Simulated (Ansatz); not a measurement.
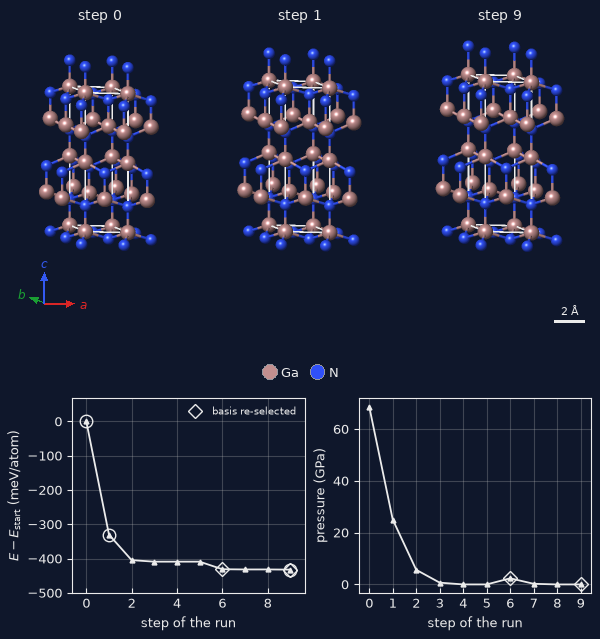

Frames of a relaxation of solid GaN (built on the 4H polytype type), marked on the history of the run. The picture is a ball-and-stick view of the cell of the calculation, seen slightly off an axis.

All numbers below come from DFT, PBE, plane waves, PAW (Ansatz). Set-up: plane-wave cutoff 420 eV; k-point mesh 12 × 12 × 4; occupations fermi dirac; smearing width 0.02 eV; no spin polarisation; cell and atoms relaxed; force threshold 0.005 eV/Å.

**What happens along the run?**

No atom moves by more than 0.005 Å relative to the cell. The volume changes by +26.8 %, with a = b 2.971 → 3.217 Å (+8.3 %), c 9.703 → 10.495 Å (+8.2 %). Among the contacts that change: Ga–N 1.819 → 1.973 Å. The space group stays P6_3mc (No. 186). Over 7 accepted moves (9 points after the start) the energy falls by 432 meV per atom. The largest force component goes from 0.048 to 0.00083 eV/Å. Pressure: 68.67 GPa at the start and 0.00 GPa at the end. At 2 points the geometry stayed and the basis and grid were re-selected for the new cell (energy shift of 22.1 meV per atom at most each time). From step 0 to 1: volume +12.9 %, energy −330 meV per atom. From step 1 to 9: volume +12.4 %, energy −102 meV per atom.

| step | E − E(0), meV/atom | largest force component, eV/Å | pressure, GPa | volume, Å³/atom | note |
| --- | --- | --- | --- | --- | --- |
| 0 | 0.00 | 0.0483 | 68.67 | 9.271 |  |
| 1 | -330.06 | 0.0457 | 25.05 | 10.463 |  |
| 2 | -404.38 | 0.0218 | 5.64 | 11.296 |  |
| 3 | -408.82 | 0.0110 | 0.69 | 11.564 |  |
| 4 | -408.79 | 0.0125 | 0.00 | 11.603 |  |
| 5 | -408.79 | 0.0002 | 0.00 | 11.603 |  |
| 6 | -430.87 | 0.0003 | 2.37 | 11.603 | same geometry, new basis |
| 7 | -431.54 | 0.0010 | 0.25 | 11.742 |  |
| 8 | -431.49 | 0.0008 | 0.00 | 11.759 |  |
| 9 | -432.01 | 0.0008 | 0.00 | 11.759 | same geometry, new basis |
